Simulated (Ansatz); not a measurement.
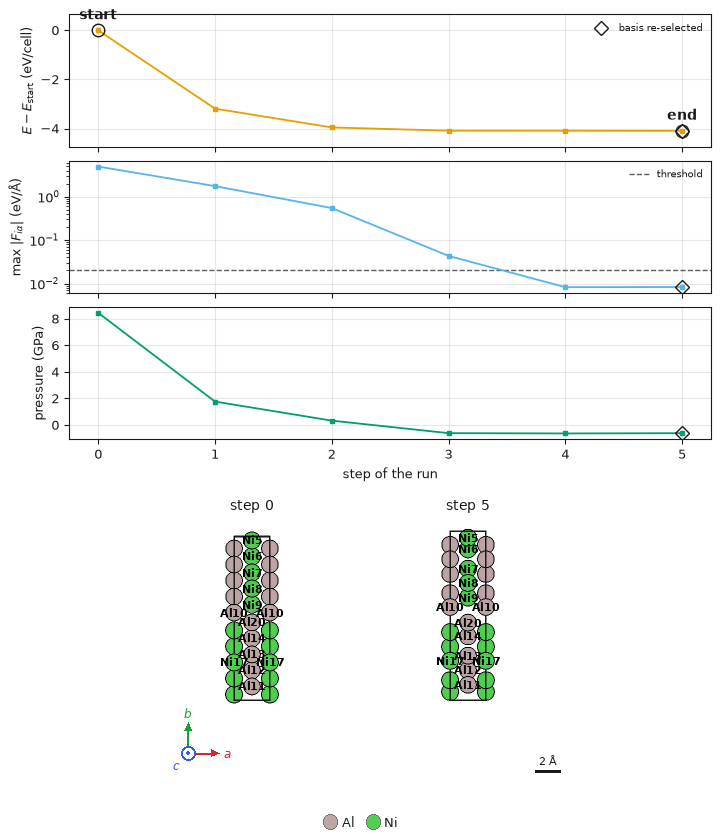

First and last geometry of a relaxation of an interface cell of composition AlNi, with the history of the run. Style: spheres-only. Shown: the cell of the calculation, reduced to other axes, along the c axis. Lengths and directions refer to the drawn axes.

Case: symmetric tilt boundary Sigma 5 (2 1 0), mirror between planes, shift [0.5, 0.5].

These are results of DFT PBE, scalar-relativistic, plane waves, PAW in Ansatz, not measurements.

The input:
```yaml
crystal:
  lattice:
    - [2.8930835297, 0.0, 0.0]
    - [0.0, 6.4691314369, 0.0]
    - [0.0, 0.0, 13.2382628738]
  atoms:
    - { symbol: Al, position: [0.0, 0.4, 0.0733003812] }
    - { symbol: Al, position: [0.0, 0.8, 0.1710342229] }
    - { symbol: Al, position: [0.0, 0.2, 0.2687680645] }
    - { symbol: Al, position: [0.0, 0.6, 0.3665019062] }
    - { symbol: Ni, position: [0.5, 0.7, 0.0244334604] }
    - { symbol: Ni, position: [0.5, 0.1, 0.1221673021] }
    - { symbol: Ni, position: [0.5, 0.5, 0.2199011437] }
    - { symbol: Ni, position: [0.5, 0.9, 0.3176349854] }
    - { symbol: Ni, position: [0.5, 0.3, 0.415368827] }
    - { symbol: Al, position: [0.0, 0.0, 0.4642357478] }
    - { symbol: Al, position: [0.5, 0.9, 0.915368827] }
    - { symbol: Al, position: [0.5, 0.3, 0.8176349854] }
    - { symbol: Al, position: [0.5, 0.7, 0.7199011437] }
    - { symbol: Al, position: [0.5, 0.1, 0.6221673021] }
    - { symbol: Ni, position: [0.0, 0.2, 0.9642357478] }
    - { symbol: Ni, position: [0.0, 0.6, 0.8665019062] }
    - { symbol: Ni, position: [0.0, 0.0, 0.7687680645] }
    - { symbol: Ni, position: [0.0, 0.4, 0.6710342229] }
    - { symbol: Ni, position: [0.0, 0.8, 0.5733003812] }
    - { symbol: Al, position: [0.5, 0.5, 0.5244334604] }
basis:
  ecutwfc: 420
kpoints:
  mp_grid: { grid: [12, 6, 3] }
hamiltonian:
  xc: pbe
scf:
  occupations: { method: gaussian, width: 0.1 }
output:
  forces: true
  stress: true
  eigenvalues: true
  populations: true
  write_density: true
  write_potential: true
  elf: true
  volumetric_format: npy
relax:
  adjacent_minimum: "off"
  f_tol: 0.02
  max_steps: 60
  cell: { fix: [a, b, alpha, beta, gamma], stress_tol: 0.1 }
```

Run as
```bash
ansatz run input.yaml --threads 4 --pin off --max-ram 11264MiB --backend cpu --events-out ev --progress --plain --runs-dir out
```

What do the curves and the structures tell?

Answer. It converged. After 4 accepted moves (5 points after the start) the energy has fallen by 4.094 eV per cell of the calculation. The largest force component goes from 4.9 to 0.0083 eV/Å. The pressure goes from 8.45 to −0.61 GPa. The SCF was repeated once at an unchanged geometry on a basis and grid sized afresh for the cell, which shifted the energy by 3.9 meV per cell of the calculation at most. The largest moves relative to the cell, 0.32 Å, are those of Ni9 and Ni19. Ni9 goes along [0 3 −1]. Largest moves by element: Ni 0.32 Å, Al 0.22 Å. The drawn cell changes as follows: a unchanged at 2.893 Å, b 13.238 → 13.668 Å (+3.2 %), c unchanged at 6.469 Å; the volume changes by +3.2 %. Among the contacts that change: Al10–Ni19 1.939 → 2.448 Å, Al1–Ni15 1.939 → 2.306 Å, Ni16–Ni17 2.893 → 3.141 Å, Al10–Al14 2.623 → 2.850 Å.

Limits of the set-up: an element that often carries a moment was run without spin polarisation.
